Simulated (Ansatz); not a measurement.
Run report: Ta5As4, band-structure calculation (part 1 of 2)

System: Ta5As4 (9 atoms in the cell).
Method: DFT PBEsol, scalar-relativistic, plane waves, PAW, no spin polarisation (Ansatz 0.2.0).

The structure derives from an entry of the Crystallography Open Database. Figures and captions count atoms from 1; the log counts them from 0 in places.

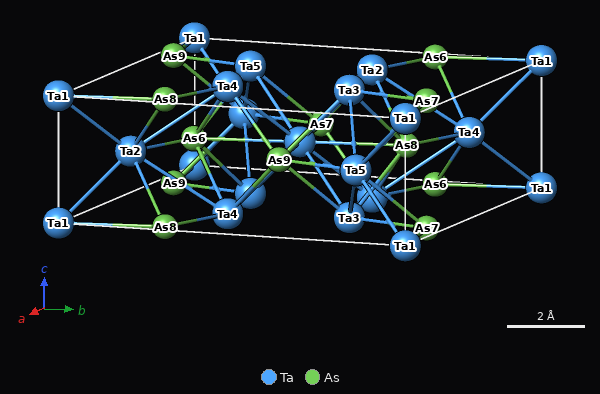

*The structure (ball-and-stick view of the cell 2 times as large as that of the calculation, set on its symmetry axes, seen slightly off an axis; atoms are numbered from 1 in the order of the input). An atom can appear more than once, as a periodic image.*

Input file
```yaml
crystal:
  lattice:
    - [-4.8924735926, 4.8924735926, 1.6957010714]
    - [4.8924735926, -4.8924735926, 1.6957010714]
    - [4.8924735926, 4.8924735926, -1.6957010714]
  atoms:
    - { symbol: Ta, position: [0.0, 0.0, 0.0] }
    - { symbol: Ta, position: [0.3680928648, 0.305705919, 0.6737987838] }
    - { symbol: Ta, position: [0.305705919, 0.6319071352, 0.9376130542] }
    - { symbol: Ta, position: [0.6319071352, 0.694294081, 0.3262012162] }
    - { symbol: Ta, position: [0.694294081, 0.3680928648, 0.0623869458] }
    - { symbol: As, position: [0.2863699021, 0.0516298976, 0.3379997997] }
    - { symbol: As, position: [0.0516298976, 0.7136300979, 0.7652599955] }
    - { symbol: As, position: [0.7136300979, 0.9483701024, 0.6620002003] }
    - { symbol: As, position: [0.9483701024, 0.2863699021, 0.2347400045] }
basis:
  ecutwfc: 420
kpoints:
  mp_grid: { grid: [12, 12, 12] }
  band_path:
    path:
      - [[0.0, 0.0, 0.0], [-0.5, 0.5, 0.0], [-0.5, 0.5, 0.5], [0.0, 0.0, 0.0], [-0.28003182, -0.28003182, 0.28003182]]
      - [[-0.71996818, 0.28003182, 0.71996818], [-0.5, 0.5, 0.5]]
      - [[-0.5, 0.5, 0.0], [-0.75, 0.25, 0.25], [-0.5, 0.0, 0.5], [0.0, 0.0, 0.0]]
    npoints: 14
hamiltonian:
  xc: pbesol
scf:
  occupations: { method: gaussian, width: 0.1 }
  n_extra_bands: 22
output:
  forces: true
  stress: true
  eigenvalues: true
  populations: true
  dos: { projected: true, de: 0.02, nscf_kmesh: { grid: [18, 18, 18] } }
  bader: true
  write_density: true
  write_potential: true
  elf: true
  volumetric_format: npy
```

Machine: 2 threads of Arm Neoverse V1, 24 GiB of memory available, shared host.

Run as:
```bash
ansatz run input.yaml --threads 2 --pin off --max-ram 5120MiB --backend cpu --events-out ev --progress --plain --runs-dir out
```

Output
```
basis.fft_grid_basis auto: the FFT boxes are laid along the combinations [[1, 1, 0], [0, 1, 0], [0, 0, 1]] of the cell's own vectors, 3.391, 7.124 and 7.124 Å long. The dense box has 24×48×48 points. Along the cell's own vectors, as sized, it would have 48×48×48, 2.00 times as many. Of the 8 symmetry operations that the crystal satisfies within crystal.symmetry.tolerance (time reversal apart; of a slab, those that keep its plane) the dense box along the cell's own vectors carries 8, and the one as laid loses 6 of those. basis.fft_grid_basis: typed keeps the cell's own vectors: state it where this run's energies or levels are differenced outside the engine with another run's, or held beside a run that keeps those vectors. Those combinations have planes normal to reciprocal vector 3, as the cell's own vectors have. Each planar average written beside output.write_density, output.write_potential has a row for each plane of the box: 48. The volumetric files lie along those combinations, not along the cell's own vectors: a cube or XSF file states them, and fields.json those of NumPy files.
scf.n_extra_bands = 22 over 63 filled bands (N_el = 125.0): the run solves 85 bands
Engine: ansatz 0.2.0, aarch64-unknown-linux-gnu
Pseudopotentials: kind: paw
Pseudopotential: Ta, paw, valence charge 13, recommended cutoff 420 eV (normal), Ta.paw.azcp
Pseudopotential: As, paw, valence charge 15, recommended cutoff 420 eV (normal), As.paw.azcp
Functional definition: PBEsol
  exchange = pbesol_x
  correlation = pbesol_c
Crystal: 9 atoms, lattice volume = 162.355 Å³
Basis set: ecut = 420 eV, 3169 PW (Γ), FFT grids on a1+a2, a2, a3, exchange–correlation on 48×96×96 points (8 copies of the dense FFT grid, shifted against one another)
Bands: 85, of which v1, the nominal top of the filled ones, is band 63 counted from 1 (62 counted from 0)
Symmetry: 8 space group operations
Space group: I4/m (ITA 87), of the structure as read, at distance tolerance 5.5e-5 Å
k-points: 242 of 1728
Non-local potential: Ta, projectors of the file, l = 0: 3, l = 1: 2, l = 2: 2, l = 3: 1
Non-local potential: As, projectors of the file, l = 0: 2, l = 1: 2, l = 2: 3, l = 3: 1
PAW form: soft (Blöchl's): semilocal exchange-correlation on the pseudo side does not see the compensation charge
PAW frozen core: Ta, regenerated for the run's functional, and the local potential with it (the file was generated under x = pbe(κ = 0.804, μ = 0.2195149727645171), c = pbe(β = 0.06672455060314922))
PAW frozen core: As, regenerated for the run's functional, and the local potential with it (the file was generated under x = pbe(κ = 0.804, μ = 0.2195149727645171), c = pbe(β = 0.06672455060314922))
PAW one-centre angular grid: Ta, 590 points (default); XC on 64 Gauss nodes
PAW one-centre angular grid: As, 590 points (default); XC on 64 Gauss nodes
Initial density: superposition of atomic densities (neutral atoms: chi_scale 0, normalization atom), corrected by the library's trained network
Initial wavefunctions: pseudopotential atomic-orbital guess
Functional: x = pbesol(κ = 0.804, μ = 0.12345679012345678), c = pbesol(β = 0.046)
SCF iter   1: F=—  HF=-68289.666086 eV  |F-HF|=—  |Δ(HF+E_count)|=         —  Δρ=3.22e-3  dr2=1.25e-2  ethr=1.77e-3  ⟨swp⟩=5.7  Hψ=77609  notcnv=0  defer=730
preconditioner: auto → LDOS  [metal: Δε(μ)=0.002 eV  Ē_g=8.433 eV  σ=0.100 eV  W_gap=0.01  n_scr=48 (ndim 8)  ℏωp=19.5 eV  f_vac=0.022  D(μ)=2.83/eV (n_scr^D=8)  β→1.0]
SCF iter   2: F=—  HF=-68289.666859 eV  |F-HF|=—  |Δ(HF+E_count)|=   7.74e-4  Δρ=1.11e-3  dr2=5.11e-3  ethr=9.99e-6  ⟨swp⟩=2.0  Hψ=37662  notcnv=0  defer=1035
SCF iter   3: F=—  HF=-68289.664736 eV  |F-HF|=—  |Δ(HF+E_count)|=   2.12e-3  Δρ=3.88e-4  dr2=5.90e-4  ethr=4.09e-6  ⟨swp⟩=2.0  Hψ=30734  notcnv=0  defer=1035
SCF iter   4: F=—  HF=-68289.664581 eV  |F-HF|=—  |Δ(HF+E_count)|=   1.55e-4  Δρ=8.53e-5  dr2=2.02e-5  ethr=4.72e-7  ⟨swp⟩=2.0  Hψ=30726  notcnv=0  defer=1035
SCF iter   5: F=—  HF=-68289.664598 eV  |F-HF|=—  |Δ(HF+E_count)|=   1.72e-5  Δρ=2.01e-5  dr2=1.06e-6  ethr=1.61e-8  ⟨swp⟩=2.0  Hψ=30727  notcnv=0  defer=1035
SCF iter   6: F=-68289.664598 eV  HF=-68289.664598 eV  |F-HF|=1.50e-8  |Δ(HF+E_count)|=   1.21e-8  Δρ=6.26e-6  dr2=5.09e-8  ethr=8.00e-11  ⟨swp⟩=13.6  Hψ=146825  notcnv=0
SCF 1 converged in 6 iterations: F = -68289.664598 eV  dr2 = 5.09e-8
  greatest PAW one-centre occupation: 1.000 electrons in one spin orbital (limit 2), on the Ta atom at site 0 (counted from 0), in its partial waves of l = 0
NSCF: frozen V_eff on 115 k-points
NSCF: frozen V_eff on 780 k-points
SCF converged after 6 iterations
Free energy (F): -68289.664598 eV
Harris-Foulkes:  -68289.664598 eV  (|F-HF|=1.50e-8)
Internal energy: -68289.650444 eV  (E = F + TS)
E sigma→0 (E₀):  -68289.657521 eV
Entropy (-TS):   -0.014155 eV (-1.573 meV/atom)
Fermi energy:    16.164928 eV
--- Per-component energies (eV) ---
  E_band       = -1303.190843
  E_kinetic    = 2256.988600
  E_local      = -9475.681511  (includes V_loc(G=0)·N_el)
  E_nonlocal   = -2583.515798
  E_hartree    = 4751.436976
  E_xc         = -1406.519655
  E_vxc        = -1345.168426  (∫ρ·V_xc dr)
  E_paw        = -48539.035843  (= ΣΔE_a)
  E_vpaw       = 341.312935  (= ΣTr[D̂ρ^β])
  E_aug_tail   = 0.000726  (compensation charges beyond the density's cutoff)
  E_ewald      = -13298.257885
  E_core_change = 4.933947  (= ΣΔE_core)
  E_smearing   = -0.014155  (= −TS)
  E_closure    = 0.000000  (closes the sum)
  Σ components = -68289.664598   (vs F -68289.664598, Δ=0.00e0)
--- Forces (eV/Å), atoms counted from 1 ---
  atom   1  Ta    -0.00000000    -0.00000000     0.00000000
  atom   2  Ta    -0.00016983     0.00049369     0.00000000
  atom   3  Ta    -0.00049369    -0.00016983     0.00000000
  atom   4  Ta     0.00016983    -0.00049369     0.00000000
  atom   5  Ta     0.00049369     0.00016983     0.00000000
  atom   6  As    -0.00002651    -0.00028396     0.00000000
  atom   7  As     0.00028396    -0.00002651     0.00000000
  atom   8  As     0.00002651     0.00028396     0.00000000
  atom   9  As    -0.00028396     0.00002651     0.00000000
  max |Σ_I F_I| component: 4.77e-18 eV/Å
--- Stress (GPa, compression-positive) ---
       -0.001010       0.000000       0.000000
       -0.000000      -0.001010       0.000000
        0.000000      -0.000000      -0.010211
  P = ⅓ Tr σ = -0.0041 GPa (-0.041 kbar)
--- Band table (eV; the first three rows and the last of 242) ---
  k-point 0: bands = ["-51.5749", "-51.5588", "-51.5427", "-51.5427", "-51.1359", "-19.3322", "-19.3279", "-19.3277", "-19.3273", "-19.3273", "-19.3265", "-19.3265", "-19.3237", "-19.3075", "-19.3049", "-19.2987", "-19.2987", "-19.2969", "-19.2969", "-19.2949", "-19.2921", "-19.2913", "-19.2819", "-19.2791", "-19.2791", "-18.3320", "-18.3320", "-18.3249", "-18.2368", "-18.0993", "-18.0993", "-18.0918", "-18.0854", "-18.0843", "-18.0843", "-18.0358", "-17.9742", "-17.5025", "-17.5025", "-17.4401", "2.9350", "4.5795", "4.5795", "5.2855", "9.2279", "9.9498", "10.6600", "10.6600", "12.2665", "13.3480", "13.4226", "13.5295", "13.5295", "13.9506", "14.0545", "14.0545", "14.8763", "14.9040", "14.9040", "15.3002", "15.6912", "15.6912", "15.8697", "16.7461", "17.5025", "17.6089", "18.2425", "18.9699", "18.9699", "19.2888", "19.3287", "19.3475", "19.3475", "19.6101", "19.8506", "19.9039", "19.9039", "20.5126", "20.8664", "21.2645", "21.2645", "21.8468", "21.9708", "21.9708", "22.4190"]
  k-point 1: bands = ["-51.5747", "-51.5590", "-51.5428", "-51.5427", "-51.1359", "-19.3323", "-19.3282", "-19.3278", "-19.3274", "-19.3273", "-19.3267", "-19.3262", "-19.3236", "-19.3074", "-19.3049", "-19.2987", "-19.2987", "-19.2977", "-19.2972", "-19.2940", "-19.2917", "-19.2912", "-19.2822", "-19.2791", "-19.2790", "-18.3481", "-18.3313", "-18.3133", "-18.2338", "-18.1099", "-18.1055", "-18.0995", "-18.0843", "-18.0833", "-18.0697", "-18.0218", "-17.9746", "-17.5067", "-17.5025", "-17.4405", "2.9556", "4.5360", "4.5911", "5.2777", "9.2578", "9.9478", "10.6319", "10.7278", "12.2541", "13.2486", "13.4253", "13.5096", "13.6175", "13.9735", "14.0396", "14.0757", "14.6800", "14.8458", "15.0301", "15.4210", "15.6092", "15.7115", "15.9586", "16.7645", "17.4976", "17.5816", "18.1554", "18.9035", "18.9092", "18.9517", "19.2229", "19.3477", "19.5268", "19.6245", "19.9116", "20.0069", "20.1095", "20.5472", "20.9437", "21.2639", "21.2713", "21.5741", "22.0063", "22.2460", "22.4542"]
```
